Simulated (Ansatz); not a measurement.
# Run report: Zn26Mg22O48, geometry relaxation (part 3 of 3)

The same run, continued: Zn26Mg22O48 (96 atoms in the cell); DFT, PBEsol, PAW, plane waves (Ansatz 0.2.0); cutoff 420 eV, 1×1×1 k-mesh, Fermi–Dirac smearing of 0.01 eV. The structure was built on a prototype by a generator; it need not be a known phase.

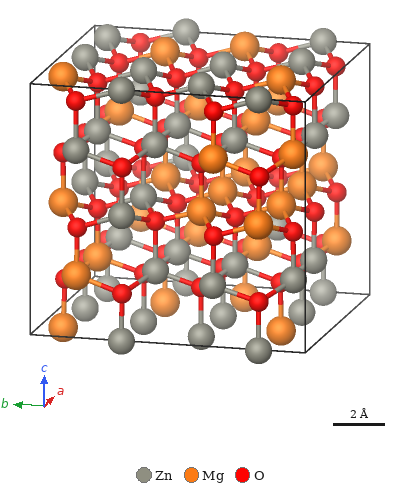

*The starting structure (ball-and-stick view of the cell of the calculation, seen at an oblique angle).*

## Output, continued
```
    - { symbol: O, position: [0.1666175732012053, 0.9165737839730929, 0.6908053964556878] }
    - { symbol: O, position: [0.8319203412115315, 0.41595679956678083, 0.19208260791044326] }
    - { symbol: O, position: [0.8321681166641318, 0.4159960613948116, 0.6916941045959912] }
    - { symbol: O, position: [0.6674330473797211, 0.6662152481640512, 0.19121176532503675] }
    - { symbol: O, position: [0.6673656499198546, 0.6681626910329738, 0.6896318504522053] }
    - { symbol: O, position: [0.5012521503707724, 0.916595993772034, 0.18855418116147754] }
    - { symbol: O, position: [0.49802185009066646, 0.9178209393738941, 0.6891194534579994] }
    - { symbol: O, position: [0.8334961757649507, 0.9148469216225648, 0.18837843316674896] }
    - { symbol: O, position: [0.8340289774475815, 0.9174352961620783, 0.6896212348470462] }
    - { symbol: O, position: [0.1667174984519841, 0.08067951248802176, 0.4433921426340546] }
    - { symbol: O, position: [0.1680735940045749, 0.08318282125444115, 0.9389933254072973] }
    - { symbol: O, position: [0.9995051094977077, 0.33291766626409885, 0.44326799828827307] }
    - { symbol: O, position: [0.0004551740583361375, 0.3328676644527586, 0.9390019892357295] }
    - { symbol: O, position: [0.49916357956602636, 0.08338868553632274, 0.43950278345948796] }
    - { symbol: O, position: [0.49914678426360237, 0.08401690200643695, 0.9394141767729662] }
    - { symbol: O, position: [0.33217732062229793, 0.3330834193346195, 0.4404801836568866] }
    - { symbol: O, position: [0.33285585096388315, 0.3339698702034882, 0.9396210653007427] }
    - { symbol: O, position: [0.16593070010392674, 0.5852547573861199, 0.4386929109737966] }
    - { symbol: O, position: [0.16551757459721647, 0.58287368551662, 0.9387030413301325] }
    - { symbol: O, position: [-0.00044397716579982436, 0.8330794110259789, 0.43750855207147427] }
    - { symbol: O, position: [0.9993248051124098, 0.8327186253796407, 0.9409743259038056] }
    - { symbol: O, position: [0.8331189328713504, 0.08324933295773805, 0.435667883822119] }
    - { symbol: O, position: [0.8343583213111972, 0.08422273505407707, 0.9417805200833149] }
    - { symbol: O, position: [0.6655075016668826, 0.3319337328198907, 0.44092122709628184] }
    - { symbol: O, position: [0.6665893581004622, 0.33376995529169556, 0.9417633038765323] }
    - { symbol: O, position: [0.4999442864178159, 0.5835910830356339, 0.4399577560086985] }
    - { symbol: O, position: [0.5004519816464296, 0.5833418253850678, 0.9392964514202539] }
    - { symbol: O, position: [0.3330438804185305, 0.8331007712862167, 0.4369288554441798] }
    - { symbol: O, position: [0.33333647788583937, 0.8334728630171928, 0.9418211678449516] }
    - { symbol: O, position: [0.8312807897673482, 0.5827345876073128, 0.4412077573258783] }
    - { symbol: O, position: [0.8308237300374526, 0.5817793442029711, 0.9409332279525888] }
    - { symbol: O, position: [0.6664022377916973, 0.8348665925869375, 0.44130148522927576] }
    - { symbol: O, position: [0.6662003680087354, 0.8329589807774324, 0.9367952351890592] }
--- Löwdin populations: 96 sites ---
  site symbol       q [e]
     0     Zn     10.5930
     1     Zn     10.5918
     2     Zn     10.5871
     3     Zn     10.5888
     4     Zn     10.5872
     5     Zn     10.5896
     6     Zn     10.5850
     7     Zn     10.5839
     8     Zn     10.5872
     9     Zn     10.5903
    10     Zn     10.5882
    11     Zn     10.5889
    12     Zn     10.5858
    13     Zn     10.5879
    14     Zn     10.5900
    15     Zn     10.5839
    16     Zn     10.5901
    17     Zn     10.5890
    18     Zn     10.5880
    19     Zn     10.5866
    20     Zn     10.5861
    21     Zn     10.5835
    22     Zn     10.5869
    23     Zn     10.5857
    24     Zn     10.5897
    25     Zn     10.5869
    26     Mg      8.4635
    27     Mg      8.4659
    28     Mg      8.4624
    29     Mg      8.4610
    30     Mg      8.4649
    31     Mg      8.4653
    32     Mg      8.4598
    33     Mg      8.4639
    34     Mg      8.4667
    35     Mg      8.4596
    36     Mg      8.4669
    37     Mg      8.4646
    38     Mg      8.4589
    39     Mg      8.4631
    40     Mg      8.4653
    41     Mg      8.4659
    42     Mg      8.4619
    43     Mg      8.4615
    44     Mg      8.4711
    45     Mg      8.4637
    46     Mg      8.4635
    47     Mg      8.4613
    48      O      7.2753
    49      O      7.3468
    50      O      7.2748
    51      O      7.3072
    52      O      7.2418
    53      O      7.3086
    54      O      7.3146
    55      O      7.2753
    56      O      7.3152
    57      O      7.3090
    58      O      7.2769
    59      O      7.3097
    60      O      7.2775
    61      O      7.2405
    62      O      7.3471
    63      O      7.3113
    64      O      7.3485
    65      O      7.3846
    66      O      7.3086
    67      O      7.3463
    68      O      7.2781
    69      O      7.2770
    70      O      7.3155
    71      O      7.2746
    72      O      7.3492
    73      O      7.3493
    74      O      7.3488
    75      O      7.3104
    76      O      7.3147
    77      O      7.2756
    78      O      7.3517
    79      O      7.2766
    80      O      7.2763
    81      O      7.2405
    82      O      7.3109
    83      O      7.2769
    84      O      7.3496
    85      O      7.2392
    86      O      7.3837
    87      O      7.3092
    88      O      7.3128
    89      O      7.2762
    90      O      7.3114
    91      O      7.2746
    92      O      7.3469
    93      O      7.3457
    94      O      7.2776
    95      O      7.3121
  spilling = 0.009553 (of n_electrons = 820.000000)
```

This output came from the following input.

## Input file
```yaml
crystal:
  lattice:
    - [9.786993, 0.000000, 0.000000]
    - [0.000000, 11.301046, 0.000000]
    - [0.000000, 0.000000, 10.258311]
  atoms:
    - { symbol: Zn, position: [0.167385, 0.081850, 0.246553] }
    - { symbol: Zn, position: [0.998196, 0.335923, 0.244704] }
    - { symbol: Zn, position: [0.499427, 0.086269, 0.246487] }
    - { symbol: Zn, position: [0.503766, 0.083535, 0.744010] }
    - { symbol: Zn, position: [0.329651, 0.333288, 0.249082] }
    - { symbol: Zn, position: [0.331584, 0.335402, 0.746184] }
    - { symbol: Zn, position: [0.165863, 0.582754, 0.245968] }
    - { symbol: Zn, position: [0.166747, 0.586471, 0.748292] }
    - { symbol: Zn, position: [0.999002, 0.833639, 0.746760] }
    - { symbol: Zn, position: [0.831377, 0.084379, 0.746786] }
    - { symbol: Zn, position: [0.502544, 0.582772, 0.243375] }
    - { symbol: Zn, position: [0.498328, 0.581271, 0.748815] }
    - { symbol: Zn, position: [0.335215, 0.833882, 0.745510] }
    - { symbol: Zn, position: [0.665332, 0.832611, 0.245915] }
    - { symbol: Zn, position: [0.999003, 0.169121, 0.996930] }
    - { symbol: Zn, position: [0.168325, 0.417317, 0.996074] }
    - { symbol: Zn, position: [0.999054, 0.667292, 0.498433] }
    - { symbol: Zn, position: [0.998531, 0.667924, 0.998513] }
    - { symbol: Zn, position: [0.661179, 0.167792, 0.995979] }
    - { symbol: Zn, position: [0.500237, 0.415493, 0.001214] }
    - { symbol: Zn, position: [0.332506, 0.666239, 0.496858] }
    - { symbol: Zn, position: [0.333021, 0.665506, 0.999225] }
    - { symbol: Zn, position: [0.504482, 0.919593, 0.497609] }
    - { symbol: Zn, position: [0.499012, 0.917262, 0.995369] }
    - { symbol: Zn, position: [0.836012, 0.915976, 0.494057] }
    - { symbol: Zn, position: [0.835441, 0.915852, 0.995756] }
    - { symbol: Mg, position: [0.167568, 0.082730, 0.746650] }
    - { symbol: Mg, position: [0.997847, 0.334252, 0.749114] }
    - { symbol: Mg, position: [0.000515, 0.832048, 0.248531] }
    - { symbol: Mg, position: [0.836154, 0.081847, 0.246906] }
    - { symbol: Mg, position: [0.666630, 0.331693, 0.245732] }
    - { symbol: Mg, position: [0.668692, 0.336396, 0.745091] }
    - { symbol: Mg, position: [0.333763, 0.832722, 0.244776] }
    - { symbol: Mg, position: [0.832325, 0.583294, 0.245565] }
    - { symbol: Mg, position: [0.831713, 0.582096, 0.749004] }
    - { symbol: Mg, position: [0.667646, 0.832604, 0.748924] }
    - { symbol: Mg, position: [0.998033, 0.169359, 0.498227] }
    - { symbol: Mg, position: [0.334630, 0.165834, 0.499565] }
    - { symbol: Mg, position: [0.331549, 0.165615, 0.998759] }
    - { symbol: Mg, position: [0.164867, 0.415789, 0.495996] }
    - { symbol: Mg, position: [0.667842, 0.168372, 0.499580] }
    - { symbol: Mg, position: [0.498807, 0.417212, 0.499049] }
    - { symbol: Mg, position: [0.167629, 0.918568, 0.494692] }
    - { symbol: Mg, position: [0.162801, 0.918322, 0.996812] }
    - { symbol: Mg, position: [0.835443, 0.412986, 0.497300] }
    - { symbol: Mg, position: [0.832355, 0.415453, 0.997877] }
    - { symbol: Mg, position: [0.667000, 0.663568, 0.498103] }
    - { symbol: Mg, position: [0.664307, 0.665734, 0.998476] }
    - { symbol: O, position: [0.002163, 0.169246, 0.190222] }
    - { symbol: O, position: [0.003694, 0.167050, 0.688798] }
    - { symbol: O, position: [0.331848, 0.167629, 0.191402] }
    - { symbol: O, position: [0.336650, 0.164265, 0.687722] }
    - { symbol: O, position: [0.168801, 0.418391, 0.191576] }
    - { symbol: O, position: [0.165611, 0.417063, 0.687644] }
    - { symbol: O, position: [0.995012, 0.664735, 0.188564] }
    - { symbol: O, position: [0.998560, 0.665133, 0.690829] }
    - { symbol: O, position: [0.664146, 0.165962, 0.190870] }
    - { symbol: O, position: [0.662993, 0.166469, 0.692708] }
    - { symbol: O, position: [0.500830, 0.417234, 0.192633] }
    - { symbol: O, position: [0.501838, 0.419107, 0.689785] }
    - { symbol: O, position: [0.334191, 0.664733, 0.190398] }
    - { symbol: O, position: [0.330571, 0.664181, 0.692541] }
    - { symbol: O, position: [0.164801, 0.911775, 0.190360] }
    - { symbol: O, position: [0.167165, 0.919240, 0.692976] }
    - { symbol: O, position: [0.834201, 0.414767, 0.192781] }
    - { symbol: O, position: [0.832750, 0.414731, 0.694818] }
    - { symbol: O, position: [0.665131, 0.667038, 0.189352] }
    - { symbol: O, position: [0.666336, 0.664971, 0.691592] }
    - { symbol: O, position: [0.499767, 0.917984, 0.191657] }
    - { symbol: O, position: [0.502992, 0.919652, 0.692353] }
    - { symbol: O, position: [0.831903, 0.915158, 0.191329] }
    - { symbol: O, position: [0.830367, 0.917398, 0.690944] }
    - { symbol: O, position: [0.164738, 0.082455, 0.438672] }
    - { symbol: O, position: [0.168136, 0.083110, 0.940494] }
    - { symbol: O, position: [0.997839, 0.331669, 0.441888] }
    - { symbol: O, position: [0.001957, 0.332714, 0.938416] }
    - { symbol: O, position: [0.499300, 0.083097, 0.439761] }
    - { symbol: O, position: [0.501449, 0.083301, 0.940487] }
    - { symbol: O, position: [0.332871, 0.331646, 0.438907] }
    - { symbol: O, position: [0.335583, 0.335309, 0.941526] }
    - { symbol: O, position: [0.167368, 0.583825, 0.443849] }
    - { symbol: O, position: [0.164396, 0.583417, 0.939785] }
    - { symbol: O, position: [0.001359, 0.828768, 0.439149] }
    - { symbol: O, position: [0.998235, 0.833380, 0.943913] }
    - { symbol: O, position: [0.832696, 0.080788, 0.440272] }
    - { symbol: O, position: [0.833674, 0.085233, 0.941925] }
    - { symbol: O, position: [0.663720, 0.332850, 0.439501] }
    - { symbol: O, position: [0.666388, 0.334374, 0.942270] }
    - { symbol: O, position: [0.497503, 0.582362, 0.438052] }
    - { symbol: O, position: [0.495026, 0.584274, 0.937962] }
    - { symbol: O, position: [0.333887, 0.832721, 0.436774] }
    - { symbol: O, position: [0.332912, 0.832970, 0.939640] }
    - { symbol: O, position: [0.833427, 0.583589, 0.438119] }
    - { symbol: O, position: [0.832560, 0.582867, 0.939736] }
    - { symbol: O, position: [0.667622, 0.833936, 0.441977] }
    - { symbol: O, position: [0.665440, 0.832628, 0.940173] }
  symmetry: { detect: false }
kpoints:
  mp_grid: { grid: [1, 1, 1], shift: [0.25, 0.25, 0.25] }
hamiltonian:
  xc: pbesol
scf:
  occupations: { method: fermi_dirac, width: 0.01 }
relax:
  f_tol: 0.03
  max_steps: 80
  escape_saddle: false
  adjacent_minimum: "off"
  cell: { fix: [alpha, beta, gamma] }
output:
  forces: true
  eigenvalues: true
  populations: true
```

Run as:
```bash
ansatz run in.yaml --threads 8 --pin off --max-ram 118750MiB --runs-dir r --events-out ev --progress --plain --backend cuda --devices 0,
```

## Results in brief

| quantity | value |
| --- | --- |
| outcome | converged |
| space group (tolerance 0.01 Å) | P1 (1) |
| electrons treated | 820 |
| free energy | −154359.9156 eV |
| Fermi energy | 7.459 eV |
| pressure | 0.00 GPa |
| largest force (length of the vector) at the end | 0.001 eV/Å |
| final cell | a = 9.753 Å, b = 11.270 Å, c = 10.329 Å, α = 90.00°, β = 90.00°, γ = 90.00° |
| hardware | 1 × NVIDIA GB300 Max-Q, 8 threads of Arm Neoverse-V2, 125 GiB of memory available, shared host |
| wall time | 12 s (CPU time 21 s) |
| peak memory | 2.2 GiB |

## Notes

The k-point mesh is coarse for a cell of this size, so the results may not be converged.
